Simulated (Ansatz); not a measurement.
# Calculations on Mg12F

**1. Relaxation**

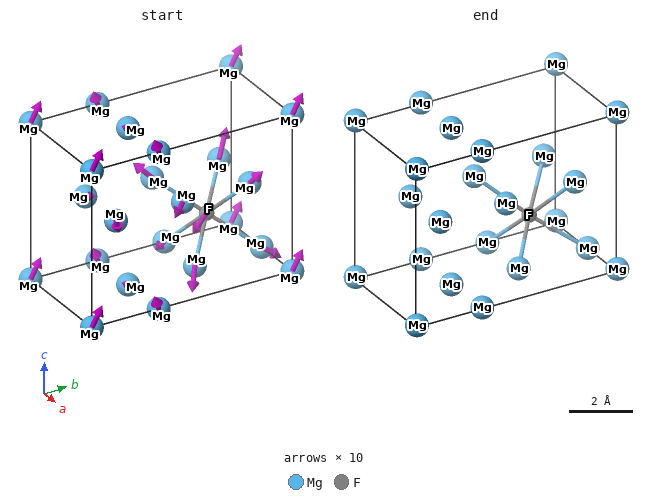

The structure of a defect cell of composition Mg₁₂F before (left) and after (right) a relaxation, at one scale. The purple arrows give the displacements, magnified 10 times.

A ball-and-stick model of the cell of the calculation, seen slightly off an axis.

It is an interstitial F in hcp Mg. The run prepares the start of a later molecular dynamics calculation, from a guessed geometry. The atoms of the start lie slightly off their symmetric places, so part of the fall in energy undoes that.

All numbers below come from DFT PBE, scalar-relativistic, plane waves, PAW (Ansatz 0.2.0).

The input:
```yaml
crystal:
  lattice:
    - [6.42, 0.0, 0.0]
    - [-4.815, 8.339825, 0.0]
    - [0.0, 0.0, 5.21304]
  atoms:
    - { symbol: Mg, position: [0.0, 0.0, 0.0] }
    - { symbol: Mg, position: [0.1666667, 0.2222222, 0.5] }
    - { symbol: Mg, position: [0.0, 0.3333333, 0.0] }
    - { symbol: Mg, position: [0.1666667, 0.5555556, 0.5] }
    - { symbol: Mg, position: [0.0, 0.6666667, 0.0] }
    - { symbol: Mg, position: [0.1666667, 0.8888889, 0.5] }
    - { symbol: Mg, position: [0.5, 0.0, 0.0] }
    - { symbol: Mg, position: [0.6666667, 0.2222222, 0.5] }
    - { symbol: Mg, position: [0.5, 0.3333333, 0.0] }
    - { symbol: Mg, position: [0.6666667, 0.5555556, 0.5] }
    - { symbol: Mg, position: [0.5, 0.6666667, 0.0] }
    - { symbol: Mg, position: [0.6666667, 0.8888889, 0.5] }
    - { symbol: F, position: [0.3305242, 0.77668, 0.2460371] }
basis:
  ecutwfc: 420.0
kpoints:
  mp_grid: { grid: [3, 2, 3] }
hamiltonian:
  xc: pbe
scf:
  occupations: { method: fermi_dirac, width: 0.05 }
  lower_state_search: "off"
relax:
  f_tol: 0.08
  max_steps: 25
  adjacent_minimum: "off"
output:
  write_density: true
  write_potential: true
  elf: true
  volumetric_format: npy
```

Run as
```bash
ansatz run input.yaml --threads 2 --pin off --max-ram 5120MiB --backend cpu --events-out ev --progress --plain --runs-dir out
```

### What changed between the two?

After 8 accepted moves (9 points after the start) the energy has fallen by 0.115 eV per cell of the calculation. The largest force component goes from 0.36 to 0.031 eV/Å. The line search rejected the trial step at point 8 of the run. Mg6 moves most: 0.11 Å roughly along [−1 1 3]. Largest moves by element: Mg 0.11 Å, F 0.09 Å. The cell stays as it was. Some distances before and after: Mg12–F13 2.290 → 2.438 Å, Mg6–F13 2.272 → 2.415 Å, Mg4–F13 2.270 → 2.375 Å, Mg7–F13 2.261 → 2.328 Å. Among the angles between lasting bonds that change: Mg4–F13–Mg7 178.7° → 174.0°, Mg6–F13–Mg12 89.4° → 85.4°, Mg5–F13–Mg7 90.9° → 93.6°.

Limits of the set-up: the cell has an odd number of electrons but was run without spin polarisation; the k-point mesh is coarse for a cell with partly filled bands; the periodic images lie only 5.2 Å apart, so the values are limited by the cell's size.

**2. Dynamics**

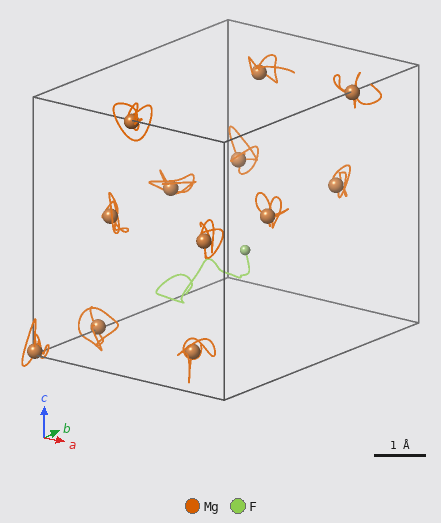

Molecular dynamics of Mg with an interstitial F (13 atoms in the cell), 600 fs long. Lines trace each atom's path, in the colour of its element; spheres stand at the starting positions. Seen slightly off an axis in the simulation cell.

Level of theory: DFT PBE, scalar-relativistic, plane waves, PAW in Ansatz 0.2.0. Settings: plane-wave cutoff 420 eV; k-point mesh 3 × 2 × 3; Fermi-Dirac smearing 0.05 eV; constant energy (NVE); velocities drawn for 1200 K; time step 3 fs.

> What do the traces tell about the motion?

Root-mean-square distances from the starting positions over the second half, with the common drift of all atoms taken out: F 1.79 Å, Mg 0.35 Å. Against the typical shortest distance between atoms in the first frame, about 2.4 Å, the F atoms wander away from their sites and keep going, while the Mg atoms only vibrate. Over the second half the temperature averages 720 K (spread ±73 K). The first frame carries almost no forces, so kinetic energy first flows into potential energy: the temperature drops from 1200 to 419 K within 45 fs, and without a thermostat its mean stays below the start. The potential energy in the second half lies on average 58.3 meV per atom above the first frame. The self-consistency threshold is loose, so the forces are noisy.

Limits of the set-up: the cell has an odd number of electrons but was run without spin polarisation; the k-point mesh is coarse for a cell with partly filled bands; the periodic images lie only 5.2 Å apart, so the values are limited by the cell's size.

Cost: 3.8 min on 2 threads of AMD EPYC 9R45 96-Core Processor (Zen 5), with other jobs on the host, peak memory 0.73 GiB.

**3. Dynamics**

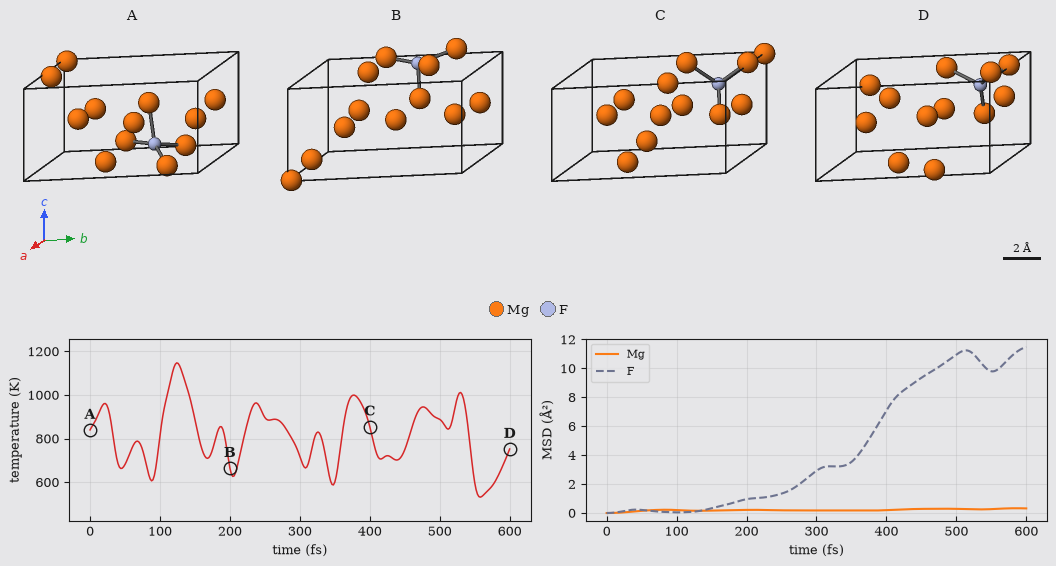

First-principles dynamics of Mg with an interstitial F (13 atoms in the cell), 600 fs long. It starts from the last geometry of an earlier run, with fresh velocities. Frames (A at 0 fs, B at 200 fs, C at 400 fs, D at 600 fs) and the history of the run. The picture is a ball-and-stick view of the simulation cell, seen slightly off an axis. Atoms that leave the cell re-enter on the other side. Bonds to atoms that aren't drawn are left out.

The calculation used DFT PBE, scalar-relativistic, plane waves, PAW in Ansatz 0.2.0. Run with plane-wave cutoff 420 eV; k-point mesh 3 × 2 × 3; Fermi-Dirac smearing 0.05 eV; constant energy (NVE); velocities drawn for 840 K; time step 2 fs.

Q: Describe the run.

A: In the second half of the run the atoms are, in the root-mean-square, this far from where they began (common drift taken out): F 2.84 Å, Mg 0.50 Å. Against the typical shortest distance between atoms in the first frame, about 2.7 Å these are large excursions, but over 600 fs one can't yet tell strong vibration from the start of diffusion. 1 of the 13 free atoms end more than three quarters of that spacing from the start. Over the second half the temperature averages 786 K (spread ±134 K). The potential energy in the second half lies on average 6.5 meV per atom above the first frame.

Limits of the set-up: the cell has an odd number of electrons but was run without spin polarisation; the k-point mesh is coarse for a cell with partly filled bands; the periodic images lie only 5.2 Å apart, so the values are limited by the cell's size.

The run took 7.4 min on 2 threads of AMD EPYC 9R45 96-Core Processor (Zen 5), on a shared host, peak memory 0.74 GiB.
